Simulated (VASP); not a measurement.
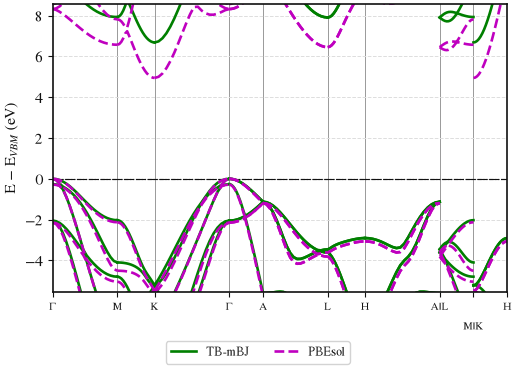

Band structures of wurtzite BN, space group P6_3mc, 4 atoms in the cell (a = 2.542 Å, c = 4.204 Å (hexagonal axes)), by two methods on the same cell. Each is counted from its own valence-band top.

What changes from one method to the other?

Answer. TB-mBJ gives a gap of 6.69 eV along the path and PBEsol gives a gap of 4.95 eV along the path. Over the top 3 filled bands the two differ by 0.17 eV on average.

Settings. TB-mBJ: VASP PAW PBE potentials, release 64 (B, N), no spin polarisation, no spin-orbit coupling, 12×12×6 k mesh, 520 eV cutoff, Gaussian smearing of 0.02 eV (VASP 6.6.1). PBEsol: VASP PAW PBE potentials, release 64 (B, N), no spin polarisation, no spin-orbit coupling, 12×12×6 k mesh, 520 eV cutoff, Gaussian smearing of 0.02 eV (VASP).

The PAW data sets were made with another functional. The usual form of BN is layered hexagonal. The cell was derived from a database entry in an earlier step, so it needn't be the measured one. LDA, GGA and most meta-GGA functionals understate gaps. TB-mBJ: this is a model potential built to give gaps, with no total energy.
